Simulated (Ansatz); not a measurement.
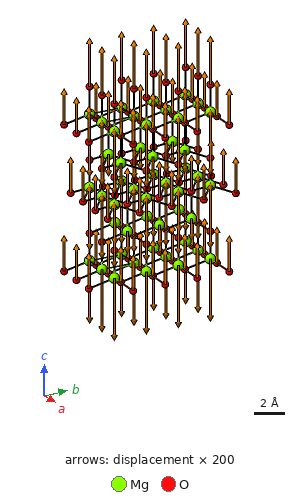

This is a relaxation of solid MgO (built on the 4H polytype type). The starting structure is drawn; orange arrows show the displacements (the part carried along by the change of the cell is left out), magnified 200 times.

Style: ball-and-stick. Shown: the cell of the calculation, repeated 2 × 3 × 1 with one cell outlined, slightly off an axis.

These are results of DFT, PBE, plane waves, PAW in Ansatz 0.2.0, not measurements. (plane-wave cutoff 420 eV; k-point mesh 12 × 12 × 2; occupations fermi dirac; smearing width 0.02 eV; no spin polarisation; cell and atoms relaxed; force threshold 0.005 eV/Å)

What happened in the run?

After 7 accepted moves (9 points after the start) the energy has fallen by 167 meV per atom. Largest force component: 0.22 eV/Å at the start, 0.0022 eV/Å at the end. Pressure: 30.27 GPa at the start and 0.01 GPa at the end. At 2 points the geometry stayed and the basis and grid were re-selected for the new cell (energy shift of 15.7 meV per atom at most each time). The largest moves relative to the cell, 0.022 Å, are those of Mg atoms. Largest moves by element: Mg 0.022 Å, O 0.017 Å. The drawn cell changes as follows: a = b 3.067 → 3.280 Å (+6.9 %), c 10.018 → 10.512 Å (+4.9 %); the volume changes by +20.0 %. Some distances before and after: Mg–O 1.878 → 2.009 Å. The space group stays P6_3mc (No. 186).
